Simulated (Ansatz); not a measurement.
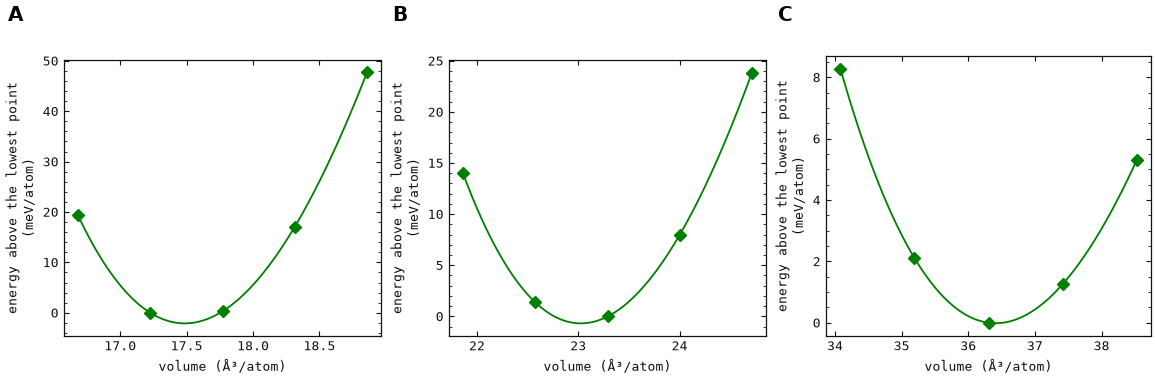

Each panel shows the energy above the lowest point against volume for one of these solids: CsCl, Pm-3m (No. 221); GaAs, F-43m (No. 216); Nb, Im-3m (No. 229).

How it was computed, with Ansatz 0.2.0 development build: equation of state of a cubic crystal from periodic Kohn-Sham density functional theory without spin, third-order Birch-Murnaghan fit to the free energies; pressure corrected for the finite basis. Level: HSE06.

**Match the panels to the solids.**

A is Nb (energy above the lowest point from 0.0 meV/atom to 47.7 meV/atom, V0 17.48 Å³/atom, B0 170 GPa); B is GaAs (energy above the lowest point from 0.0 meV/atom to 23.9 meV/atom, V0 23.02 Å³/atom, B0 72.6 GPa); C is CsCl (energy above the lowest point from 0.00 meV/atom to 8.28 meV/atom, V0 36.41 Å³/atom, B0 15.5 GPa).

For GaAs, limits of the calculation: modest k-mesh, values are not fully converged in k.

For Nb, limits of the calculation: coarse k-mesh, values are not converged in k.
